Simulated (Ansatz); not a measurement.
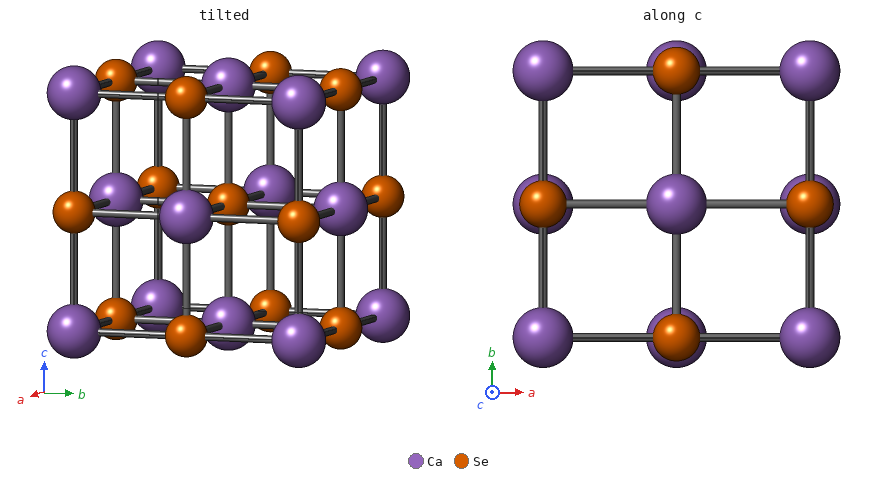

View slightly off an axis and along the c axis, drawn as a ball-and-stick model. The frame is the conventional unit cell; atoms at its boundary are shown with their periodic copies.

CaSe, rock salt (NaCl type), space group Fm-3m (No. 225), a = 5.935 Å, b = 5.935 Å, c = 5.935 Å, α = 90.00°, β = 90.00°, γ = 90.00°. The structure comes from a structure type filled with these elements by a generator (whether the compound takes this form wasn't checked). Earlier steps of the study may have refined or changed the cell and positions. Ansatz was used for an electronic-structure calculation on it.

This one geometry was computed with Ansatz (DFT, plane waves, PAW) at three levels of theory: HSE06, PBE and r2SCAN. It was relaxed beforehand with r2SCAN.

### How does the band gap change with the level of theory?

PBE: a gap of 2.06 eV, indirect; r2SCAN: a gap of 2.52 eV, indirect; HSE06: a gap of 3.00 eV, indirect.

### Collect the results in a table.

| level | cutoff (eV) | k-mesh of the run's cell | gap (eV) | pressure (GPa) |
| --- | --- | --- | --- | --- |
| HSE06 | 420 | 6×6×6 | 3.00 | 0.2 |
| PBE | 420 | 8×8×8 | 2.06 | 0.6 |
| r2SCAN | 500 | 8×8×8 | 2.52 | 0.0 |

Gaps are taken on the k-mesh or band path of each run.
